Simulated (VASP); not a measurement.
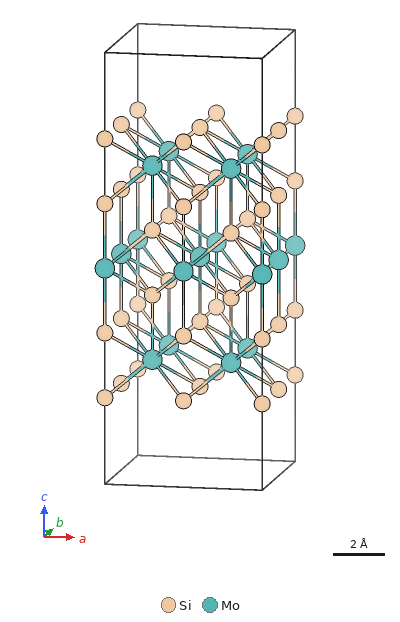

Figure 1. The starting structure (ball-and-stick view of the 2 × 2 repeat of the cell, with the vacuum cut short, seen slightly off an axis).

## Run report: MoSi2, geometry relaxation (part 1 of 2)

The run: geometry relaxation of MoSi2 (slab, 9 atoms in the cell). Method and program: Kohn-Sham DFT of a periodic cell, AM05, VASP PAW PBE potentials, recommended (VASP 6.6.1).

The structure derives from an entry of the Crystallography Open Database. The run did not end well. It belongs to a series of runs on one base structure; here: xc = AM05; the (0 0 1) slab of Si2Mo, cut from the database cell, not relaxed.

### INCAR
```
SYSTEM = Si2Mo
PREC = Accurate
ENCUT = 520
EDIFF = 1E-6
ISMEAR = -1
SIGMA = 0.05
LREAL = .FALSE.
LASPH = .TRUE.
NELM = 60
ALGO = Normal
ISIF = 2
LWAVE = .FALSE.
LCHARG = .FALSE.
LDIPOL = .TRUE.
IDIPOL = 3
DIPOL = 0.5 0.5 0.500
GGA = AM
IBRION = 2
NSW = 40
EDIFFG = -0.01
```

### KPOINTS
```
regular mesh
0
G
  6 6 1
  0 0 0
```

### POSCAR
```
Si2Mo
1.0
    3.2000000000      0.0000000000      0.0000000000
    0.0000000000      3.2000000000      0.0000000000
    0.0000000000      0.0000000000     25.4865740000
Si Mo
6 3
Selective dynamics
Direct
    0.0000000000      0.0000000000      0.2942725845  F F F
    0.0000000000      0.0000000000      0.3972905107  F F F
    0.5000000000      0.5000000000      0.4484910369  F F F
    0.5000000000      0.5000000000      0.5515089631  T T T
    0.0000000000      0.0000000000      0.6027094893  T T T
    0.0000000000      0.0000000000      0.7057274155  T T T
    0.5000000000      0.5000000000      0.3457815476  F F F
    0.0000000000      0.0000000000      0.5000000000  T T T
    0.5000000000      0.5000000000      0.6542184524  T T T
```

Machine: 1 thread of Intel Xeon (Granite Rapids), 128 GiB of memory available, shared host.

Launch command:
```bash
cat potpaw_PBE.64/Si/POTCAR potpaw_PBE.64/Mo_sv/POTCAR > POTCAR
mpirun -np 1 vasp_std > vasp.out
```

### OSZICAR
```
N       E                     dE             d eps       ncg     rms          rms(c)
DAV:   1     0.319866147639E+03    0.31987E+03   -0.36724E+04   964   0.149E+03
DAV:   2    -0.249082354460E+03   -0.56895E+03   -0.55664E+03   922   0.389E+02
DAV:   3    -0.286564064834E+03   -0.37482E+02   -0.36370E+02  1088   0.877E+01
DAV:   4    -0.288170218027E+03   -0.16062E+01   -0.15474E+01  1064   0.152E+01
DAV:   5    -0.288312540594E+03   -0.14232E+00   -0.12878E+00  1171   0.338E+00    0.557E+01
DAV:   6    -0.940703705829E+08   -0.94070E+08   -0.82039E+08  1233   0.215E+06    0.178E+02
DAV:   7    -0.104005460279E+10   -0.94598E+09   -0.40255E+09  1410   0.871E+07    0.276E+02
DAV:   8    -0.551229884353E+10   -0.44722E+10   -0.25229E+10  1480   0.384E+08    0.373E+02
DAV:   9    -0.143670684272E+11   -0.88548E+10   -0.62041E+10  1381   0.875E+08    0.409E+02
DAV:  10    -0.193045163681E+11   -0.49374E+10   -0.85477E+10  1466   0.101E+09    0.426E+02
DAV:  11    -0.177339961738E+11    0.15705E+10   -0.81708E+10  1409   0.963E+08    0.428E+02
DAV:  12    -0.197042872078E+11   -0.19703E+10   -0.81119E+10  1353   0.117E+09    0.433E+02
DAV:  13    -0.175050383235E+11    0.21992E+10   -0.74030E+10  1298   0.108E+09    0.434E+02
DAV:  14    -0.195488791063E+11   -0.20438E+10   -0.79240E+10  1290   0.118E+09    0.436E+02
DAV:  15    -0.173644055485E+11    0.21845E+10   -0.70104E+10  1338   0.120E+09    0.431E+02
DAV:  16    -0.179838308259E+11   -0.61943E+09   -0.67912E+10  1234   0.128E+09    0.438E+02
DAV:  17    -0.178090990727E+11    0.17473E+09   -0.66960E+10  1328   0.121E+09    0.438E+02
DAV:  18    -0.176370668986E+11    0.17203E+09   -0.61937E+10  1114   0.130E+09    0.433E+02
DAV:  19    -0.156065772474E+11    0.20305E+10   -0.57151E+10  1369   0.109E+09    0.427E+02
DAV:  20    -0.189779029682E+11   -0.33713E+10   -0.73529E+10  1163   0.131E+09    0.439E+02
DAV:  21    -0.164022181783E+11    0.25757E+10   -0.60149E+10  1352   0.116E+09    0.430E+02
DAV:  22    -0.180904344462E+11   -0.16882E+10   -0.67093E+10  1209   0.130E+09    0.438E+02
DAV:  23    -0.168554203257E+11    0.12350E+10   -0.64453E+10  1338   0.113E+09    0.431E+02
DAV:  24    -0.187501060444E+11   -0.18947E+10   -0.72802E+10  1233   0.129E+09    0.441E+02
DAV:  25    -0.171313511416E+11    0.16188E+10   -0.64390E+10  1322   0.118E+09    0.435E+02
DAV:  26    -0.180468988479E+11   -0.91555E+09   -0.65744E+10  1226   0.132E+09    0.438E+02
DAV:  27    -0.164673153225E+11    0.15796E+10   -0.61804E+10  1346   0.114E+09    0.430E+02
DAV:  28    -0.187939848636E+11   -0.23267E+10   -0.70068E+10  1185   0.133E+09    0.440E+02
DAV:  29    -0.165775221884E+11    0.22165E+10   -0.59884E+10  1361   0.116E+09    0.431E+02
DAV:  30    -0.177367593849E+11   -0.11592E+10   -0.61256E+10  1130   0.138E+09    0.437E+02
DAV:  31    -0.135422874547E+11    0.41945E+10   -0.49753E+10  1314   0.907E+08    0.419E+02
DAV:  32    -0.208163920038E+11   -0.72741E+10   -0.84198E+10  1240   0.138E+09    0.444E+02
DAV:  33    -0.161497801678E+11    0.46666E+10   -0.61496E+10  1376   0.109E+09    0.426E+02
DAV:  34    -0.194470783583E+11   -0.32973E+10   -0.74415E+10  1258   0.138E+09    0.443E+02
DAV:  35    -0.164184507519E+11    0.30286E+10   -0.58046E+10  1360   0.116E+09    0.429E+02
DAV:  36    -0.183031429464E+11   -0.18847E+10   -0.64941E+10  1139   0.137E+09    0.439E+02
DAV:  37    -0.153596201535E+11    0.29435E+10   -0.55081E+10  1272   0.104E+09    0.426E+02
DAV:  38    -0.188629914373E+11   -0.35034E+10   -0.69905E+10  1114   0.140E+09    0.443E+02
DAV:  39    -0.143192722712E+11    0.45437E+10   -0.51030E+10  1280   0.995E+08    0.421E+02
DAV:  40    -0.194278078748E+11   -0.51085E+10   -0.78031E+10  1227   0.134E+09    0.446E+02
DAV:  41    -0.155795577746E+11    0.38483E+10   -0.58176E+10  1398   0.107E+09    0.425E+02
DAV:  42    -0.183433866619E+11   -0.27638E+10   -0.70536E+10  1250   0.125E+09    0.446E+02
DAV:  43    -0.156863849617E+11    0.26570E+10   -0.57732E+10  1313   0.105E+09    0.428E+02
DAV:  44    -0.174194105143E+11   -0.17330E+10   -0.67593E+10  1183   0.119E+09    0.445E+02
DAV:  45    -0.164171340323E+11    0.10023E+10   -0.60694E+10  1313   0.112E+09    0.431E+02
DAV:  46    -0.169308376433E+11   -0.51370E+09   -0.65507E+10  1162   0.115E+09    0.441E+02
DAV:  47    -0.166097036308E+11    0.32113E+09   -0.62869E+10  1353   0.107E+09    0.433E+02
DAV:  48    -0.166330174610E+11   -0.23314E+08   -0.64943E+10  1138   0.113E+09    0.440E+02
DAV:  49    -0.162024006909E+11    0.43062E+09   -0.66060E+10  1360   0.103E+09    0.427E+02
DAV:  50    -0.177758237025E+11   -0.15734E+10   -0.74419E+10  1185   0.113E+09    0.442E+02
DAV:  51    -0.198980562590E+11   -0.21222E+10   -0.98128E+10  1465   0.126E+09    0.446E+02
DAV:  52    -0.745804406592E+11   -0.54682E+11   -0.94869E+10  1292   0.479E+09    0.642E+02
DAV:  53    -0.252673676784E+13   -0.24522E+13   -0.21751E+13   992   0.593E+10    0.609E+03
DAV:  54    -0.250789386257E+13    0.18843E+11   -0.39776E+11  1160   0.559E+10    0.618E+03
DAV:  55    -0.254663664710E+13   -0.38743E+11   -0.24221E+10  1208   0.174E+10    0.628E+03
DAV:  56    -0.288510853530E+11    0.25178E+13   -0.10109E+11  1100   0.111E+09    0.390E+03
DAV:  57    -0.529465111001E+11   -0.24095E+11   -0.10396E+11  1407   0.326E+09    0.842E+03
DAV:  58    -0.851463083572E+12   -0.79852E+12   -0.76461E+12  1117   0.112E+11    0.632E+03
DAV:  59    -0.972928139983E+12   -0.12147E+12   -0.42710E+11   883   0.656E+10    0.591E+03
DAV:  60    -0.960282878533E+12    0.12645E+11   -0.19890E+11  1077   0.463E+10
   1 F= -.96028288E+12 E0= -.96028288E+12  d E =-.960283E+12
       N       E                     dE             d eps       ncg     rms          rms(c)
DAV:   1    -0.238136195460E+13   -0.14084E+13   -0.47862E+12   822   0.184E+11    0.561E+03
DAV:   2    -0.776695496616E+10    0.23736E+13   -0.51332E+10  1385   0.160E+08    0.244E+03
DAV:   3    -0.302368090927E+10    0.47433E+10   -0.21199E+10  1205   0.176E+08    0.167E+03
DAV:   4    -0.247143003623E+10    0.55225E+09   -0.14231E+10  1416   0.211E+08    0.156E+03
DAV:   5    -0.522279621650E+10   -0.27514E+10   -0.31945E+10  1504   0.312E+08    0.146E+03
DAV:   6    -0.809058660591E+10   -0.28678E+10   -0.48935E+10  1456   0.448E+08    0.142E+03
DAV:   7    -0.107297371008E+11   -0.26392E+10   -0.55951E+10  1296   0.783E+08    0.140E+03
DAV:   8    -0.128735566670E+11   -0.21438E+10   -0.61482E+10  1546   0.925E+08    0.143E+03
DAV:   9    -0.164246860301E+11   -0.35511E+10   -0.76663E+10  1411   0.105E+09    0.142E+03
DAV:  10    -0.166813253248E+11   -0.25664E+09   -0.75910E+10  1402   0.108E+09    0.142E+03
DAV:  11    -0.160812384822E+11    0.60009E+09   -0.70319E+10  1388   0.105E+09    0.141E+03
DAV:  12    -0.168109510167E+11   -0.72971E+09   -0.76485E+10  1394   0.109E+09    0.140E+03
DAV:  13    -0.158067480960E+11    0.10042E+10   -0.68515E+10  1331   0.111E+09    0.139E+03
DAV:  14    -0.165083372492E+11   -0.70159E+09   -0.72592E+10  1298   0.113E+09    0.138E+03
DAV:  15    -0.156969284126E+11    0.81141E+09   -0.64252E+10  1434   0.110E+09    0.136E+03
DAV:  16    -0.218255329616E+11   -0.61286E+10   -0.79027E+10  1324   0.149E+09    0.130E+03
DAV:  17    -0.419390801708E+11   -0.20114E+11   -0.51705E+10  1370   0.281E+09    0.117E+03
DAV:  18    -0.561306384614E+11   -0.14192E+11   -0.17187E+10  1248   0.194E+09    0.116E+03
DAV:  19    -0.727216523663E+11   -0.16591E+11   -0.44858E+09  1018   0.831E+08    0.112E+03
```

### Parts of OUTCAR
```
SYSTEM = Si2Mo
   PREC = Accurate
   ENCUT = 520
   EDIFF = 1E-6
   ISMEAR = -1
   LREAL = .FALSE.
   LASPH = .TRUE.
   NELM = 60
   ISIF = 2
   GGA = AM
   IBRION = 2
   NSW = 40
   EDIFFG = -0.01

 ion  position               nearest neighbor table
   1  0.000  0.000  0.294-   7 2.62   7 2.62   7 2.62   7 2.62   2 2.63
   2  0.000  0.000  0.397-   3 2.61   3 2.61   3 2.61   3 2.61   7 2.62   7 2.62   7 2.62   7 2.62
                             8 2.62   1 2.63
   3  0.500  0.500  0.448-   2 2.61   2 2.61   2 2.61   2 2.61   8 2.62   8 2.62   8 2.62   8 2.62
                             7 2.62   4 2.63
   4  0.500  0.500  0.552-   5 2.61   5 2.61   5 2.61   5 2.61   8 2.62   8 2.62   8 2.62   8 2.62
                             9 2.62   3 2.63
   5  0.000  0.000  0.603-   4 2.61   4 2.61   4 2.61   4 2.61   9 2.62   9 2.62   9 2.62   9 2.62
                             8 2.62   6 2.63
   6  0.000  0.000  0.706-   9 2.62   9 2.62   9 2.62   9 2.62   5 2.63
   7  0.500  0.500  0.346-   1 2.62   1 2.62   1 2.62   1 2.62   2 2.62   2 2.62   2 2.62   2 2.62
                             3 2.62
   8  0.000  0.000  0.500-   3 2.62   4 2.62   3 2.62   4 2.62   3 2.62   4 2.62   3 2.62   4 2.62
                             2 2.62   5 2.62
   9  0.500  0.500  0.654-   6 2.62   6 2.62   6 2.62   6 2.62   5 2.62   5 2.62   5 2.62   5 2.62
                             4 2.62

  LATTYP: Found a simple tetragonal cell.
 ALAT       =     3.2000000000
 C/A-ratio  =     7.9645543750

  Lattice vectors:

 A1 = (   3.2000000000,   0.0000000000,   0.0000000000)
 A2 = (   0.0000000000,   3.2000000000,   0.0000000000)
 A3 = (   0.0000000000,   0.0000000000,  25.4865740000)

Analysis of symmetry for initial positions (statically):
=====================================================================
 Subroutine PRICEL returns:
 Original cell was already a primitive cell.

 Routine SETGRP: Setting up the symmetry group for a
 simple tetragonal supercell.

 Subroutine GETGRP returns: Found 16 space group operations
 (whereof 16 operations were pure point group operations)
 out of a pool of 16 trial point group operations.

The static configuration has the point symmetry D_4h.

Analysis of symmetry for dynamics (positions and initial velocities):
=====================================================================
 Subroutine PRICEL returns:
 Original cell was already a primitive cell.

 Routine SETGRP: Setting up the symmetry group for a
 simple tetragonal supercell.

 Subroutine GETGRP returns: Found 16 space group operations
 (whereof 16 operations were pure point group operations)
 out of a pool of 16 trial point group operations.

The dynamic configuration has the point symmetry D_4h.

Analysis of constrained symmetry for selective dynamics:
=====================================================================
 Subroutine PRICEL returns:
 Original cell was already a primitive cell.

 Routine SETGRP: Setting up the symmetry group for a
 simple tetragonal supercell.

 Subroutine GETGRP returns: Found  8 space group operations
 (whereof  8 operations were pure point group operations)
 out of a pool of 16 trial point group operations.

The constrained configuration has the point symmetry C_4v.

 Subroutine INISYM returns: Found  8 space group operations
 (whereof  8 operations are pure point group operations),
 and found     1 'primitive' translations

----------------------------------------------------------------------------------------

                                     Primitive cell

  volume of cell :     260.9825

  direct lattice vectors                    reciprocal lattice vectors
     3.200000000  0.000000000  0.000000000     0.312500000  0.000000000  0.000000000
     0.000000000  3.200000000  0.000000000     0.000000000  0.312500000  0.000000000
     0.000000000  0.000000000 25.486574000     0.000000000  0.000000000  0.039236345

  length of vectors
     3.200000000  3.200000000 25.486574000     0.312500000  0.312500000  0.039236345

  position of ions in fractional coordinates (direct lattice)
     0.000000000  0.000000000  0.294272584
     0.000000000  0.000000000  0.397290511
     0.500000000  0.500000000  0.448491037
     0.500000000  0.500000000  0.551508963
     0.000000000  0.000000000  0.602709489
     0.000000000  0.000000000  0.705727416
     0.500000000  0.500000000  0.345781548
     0.000000000  0.000000000  0.500000000
     0.500000000  0.500000000  0.654218452

  ion indices of the primitive-cell ions
   primitive index   ion index
                 1           1
                 2           2
                 3           3
                 4           4
                 5           5
                 6           6
                 7           7
                 8           8
                 9           9

----------------------------------------------------------------------------------------

 KPOINTS: regular mesh

Automatic generation of k-mesh.
 Grid dimensions read from file:
 generate k-points for:    6    6    1

 Generating k-lattice:

  Cartesian coordinates                     Fractional coordinates (reciprocal lattice)
     0.052083333  0.000000000  0.000000000     0.166666667  0.000000000  0.000000000
     0.000000000  0.052083333  0.000000000     0.000000000  0.166666667  0.000000000
     0.000000000  0.000000000  0.039236345     0.000000000  0.000000000  1.000000000

  Length of vectors
     0.052083333  0.052083333  0.039236345

  Shift w.r.t. Gamma in fractional coordinates (k-lattice)
     0.000000000  0.000000000  0.000000000

 Subroutine IBZKPT returns following result:
 ===========================================

 Found     10 irreducible k-points:

 Following reciprocal coordinates:
            Coordinates               Weight
  0.000000  0.000000  0.000000      1.000000
  0.166667  0.000000  0.000000      4.000000
  0.333333  0.000000  0.000000      4.000000
  0.500000  0.000000  0.000000      2.000000
  0.166667  0.166667  0.000000      4.000000
  0.333333  0.166667  0.000000      8.000000
  0.500000  0.166667  0.000000      4.000000
  0.333333  0.333333  0.000000      4.000000
  0.500000  0.333333  0.000000      4.000000
  0.500000  0.500000  0.000000      1.000000
   k-points           NKPTS =     10   k-points in BZ     NKDIM =     10   number of bands    NBANDS=     39
   number of dos      NEDOS =    301   number of ions     NIONS =      9
   total plane-waves  NPLWV = 110592
   dimension x,y,z NGX =    24 NGY =   24 NGZ =  192
   dimension x,y,z NGXF=    48 NGYF=   48 NGZF=  384
   ions per type =               6   3
   NGX,Y,Z   is equivalent  to a cutoff of  12.47, 12.47, 12.52 a.u.
   NGXF,Y,Z  is equivalent  to a cutoff of  24.94, 24.94, 25.05 a.u.
 SYSTEM =  Si2Mo
   PREC   = accura    normal or accurate (medium, high low for compatibility)
   ISTART =      0    job   : 0-new  1-cont  2-samecut
   ICHARG =      2    charge: 1-file 2-atom 10-const
   ISPIN  =      1    spin polarized calculation?
   LNONCOLLINEAR =      F non collinear calculations
   LSORBIT =      F    spin-orbit coupling
   LASPH  =      T    aspherical Exc in radial PAW
   ENCUT  =  520.0 eV  38.22 Ry    6.18 a.u.   5.95  5.95 47.39*2*pi/ulx,y,z
   NELM   =     60;   NELMIN=  2; NELMDL= -5     # of ELM steps
   EDIFF  = 0.1E-05   stopping-criterion for ELM
   LREAL  =      F    real-space projection
   EDIFFG = -.1E-01   stopping-criterion for IOM
   NSW    =     40    number of steps for IOM
   IBRION =      2    ionic relax: 0-MD 1-quasi-New 2-CG
   NFREE  =      1    steps in history (QN), initial steepest desc. (CG)
   ISIF   =      2    stress and relaxation
   ISYM   =      2    0-nonsym 1-usesym 2-fastsym
   POTIM  = 0.5000    time-step for ionic-motion
   TEBEG  =    0.0;   TEEND  =   0.0 temperature during run
   PSTRESS=    0.0 pullay stress
   NELECT =      66.0000    total number of electrons
   NUPDOWN=      -1.0000    fix difference up-down
   EMIN   =  10.00;   EMAX   =-10.00  energy-range for DOS
   EFERMI =   0.00;   METHOD = LEGACY
   ISMEAR =    -1;   SIGMA  =   0.05  broadening in eV -4-tet -1-fermi 0-gaus
   EFERMI_NEDOS =   21; number of points for ismear=-14 and -15
   IALGO  =     38    algorithm
   IMIX   =      4    mixing-type and parameters
     AMIX     =   0.40;   BMIX     =  1.00
     AMIX_MAG =   1.60;   BMIX_MAG =  1.00
  volume/ion in A,a.u.               =      29.00       195.69
  Fermi-wavevector in a.u.,A,eV,Ry     =   1.035267  1.956371 14.582419  1.071778
  Thomas-Fermi vector in A             =   2.169602
   LORBIT       =      0    0 simple, 1 ext, 2 COOP (PROOUT), +10 PAW based schemes
   GGA     = AM    functional components
   LHFCALC =     F    Hartree Fock is set to
   AEXX    =    0.0000 exact exchange contribution
   IVDW    =     0    specifies the selected vdW correction
   LEPSILON=     F    determine dielectric tensor
   LRPA    =     F    only Hartree local field effects (RPA)
 conjugate gradient relaxation of ions
 non-spin polarized calculation
  energy-cutoff  :      520.00
  volume of cell :      260.98
 maximum number of plane-waves:      7080
 NGX is ok and might be reduce to    24
   NGX = 11   NGY = 11   NGZ = 95

--------------------------------------- Ionic step        1  -------------------------------------------

 number of electron      66.0000055 magnetization
```
